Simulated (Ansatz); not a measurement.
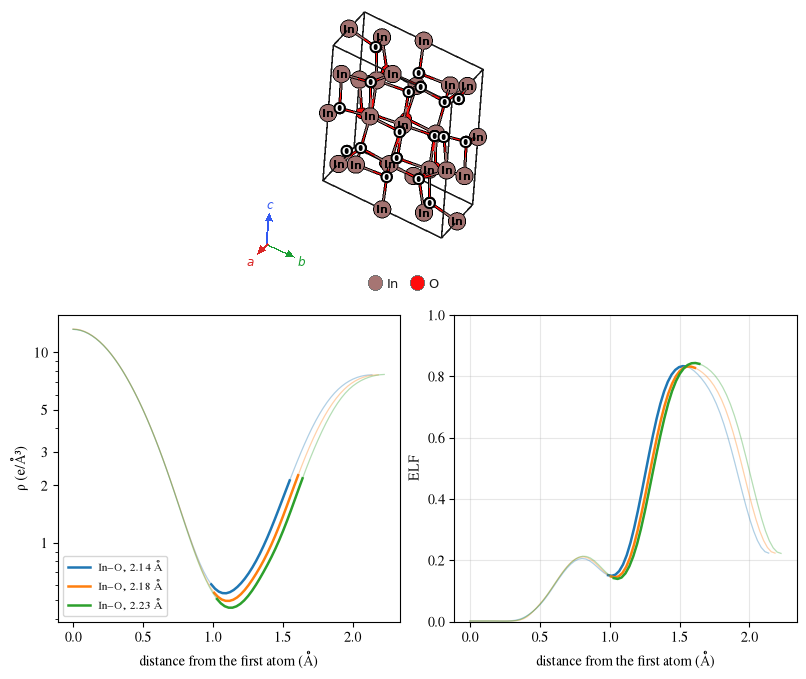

*In$_{2}$O$_{3}$. Valence charge density (pseudo) and electron localisation function along straight lines between neighbouring atoms. Thin, pale parts lie inside the atomic spheres. The structure is drawn too.*

Space group Ia-3.

Level of theory: Ansatz 0.2.0, DFT PBEsol, scalar-relativistic, plane waves, PAW.

Core electrons are frozen (PAW), and the valence fields are smoothed inside the atomic spheres.

Input file:

```
crystal:
  lattice:
    - [-5.0585, 5.0585, 5.0585]
    - [5.0585, -5.0585, 5.0585]
    - [5.0585, 5.0585, -5.0585]
  atoms:
    - { symbol: In, position: [0.5, 0.5, 0.5] }
    - { symbol: In, position: [0.5, 0.0, 0.0] }
    - { symbol: In, position: [0.0, 0.5, 0.0] }
    - { symbol: In, position: [0.0, 0.0, 0.5] }
    - { symbol: In, position: [0.25, 0.7163, 0.4663] }
    - { symbol: In, position: [0.75, 0.7837, 0.0337] }
    - { symbol: In, position: [0.4663, 0.25, 0.7163] }
    - { symbol: In, position: [0.0337, 0.75, 0.7837] }
    - { symbol: In, position: [0.7163, 0.4663, 0.25] }
    - { symbol: In, position: [0.7837, 0.0337, 0.75] }
    - { symbol: In, position: [0.75, 0.2837, 0.5337] }
    - { symbol: In, position: [0.25, 0.2163, 0.9663] }
    - { symbol: In, position: [0.5337, 0.75, 0.2837] }
    - { symbol: In, position: [0.9663, 0.25, 0.2163] }
    - { symbol: In, position: [0.2837, 0.5337, 0.75] }
    - { symbol: In, position: [0.2163, 0.9663, 0.25] }
    - { symbol: O, position: [0.5354, 0.7708, 0.547] }
    - { symbol: O, position: [0.7238, 0.9884, 0.953] }
    - { symbol: O, position: [0.9646, 0.5116, 0.2354] }
    - { symbol: O, position: [0.7762, 0.7292, 0.2646] }
    - { symbol: O, position: [0.547, 0.5354, 0.7708] }
    - { symbol: O, position: [0.953, 0.7238, 0.9884] }
    - { symbol: O, position: [0.2354, 0.9646, 0.5116] }
    - { symbol: O, position: [0.2646, 0.7762, 0.7292] }
    - { symbol: O, position: [0.7708, 0.547, 0.5354] }
    - { symbol: O, position: [0.9884, 0.953, 0.7238] }
    - { symbol: O, position: [0.5116, 0.2354, 0.9646] }
    - { symbol: O, position: [0.7292, 0.2646, 0.7762] }
    - { symbol: O, position: [0.4646, 0.2292, 0.453] }
    - { symbol: O, position: [0.2762, 0.0116, 0.047] }
    - { symbol: O, position: [0.0354, 0.4884, 0.7646] }
    - { symbol: O, position: [0.2238, 0.2708, 0.7354] }
    - { symbol: O, position: [0.453, 0.4646, 0.2292] }
    - { symbol: O, position: [0.047, 0.2762, 0.0116] }
    - { symbol: O, position: [0.7646, 0.0354, 0.4884] }
    - { symbol: O, position: [0.7354, 0.2238, 0.2708] }
    - { symbol: O, position: [0.2292, 0.453, 0.4646] }
    - { symbol: O, position: [0.0116, 0.047, 0.2762] }
    - { symbol: O, position: [0.4884, 0.7646, 0.0354] }
    - { symbol: O, position: [0.2708, 0.7354, 0.2238] }
scf:
  occupations: { method: fixed }
output:
  forces: true
  stress: true
  eigenvalues: true
  write_density: true
  write_potential: true
  elf: true
  volumetric_format: npy
kpoints:
  mp_grid: { grid: [2, 2, 2] }
hamiltonian:
  xc: pbesol
relax:
  f_tol: 0.003
  max_steps: 80
  cell: { stress_tol: 0.03 }
```

Run with:

```sh
ansatz run input.yaml --threads 4 --pin off --max-ram 16384MiB --backend cpu --events-out ev --progress --plain --runs-dir out
```

The fields are those of the relaxed geometry.

> What can be read from the curves?

In–O (2.14 Å): ρ is about 0.54 e/Å³ halfway; the ELF peaks at about 0.85 in the valence shell of O, 0.6 Å from its nucleus, and is about 0.15 at the midpoint; no localised pair shows between them.
In–O (2.18 Å): ρ is about 0.5 e/Å³ halfway; the ELF peaks at about 0.85 in the valence shell of O, 0.6 Å from its nucleus, and is about 0.15 at the midpoint (no shared electron pair shows on this line).
In–O (2.23 Å): ρ at the midpoint is about 0.46 e/Å³; the ELF peaks at about 0.85 in the valence shell of O, 0.6 Å from its nucleus, and is about 0.15 at the midpoint (no shared electron pair shows on this line).
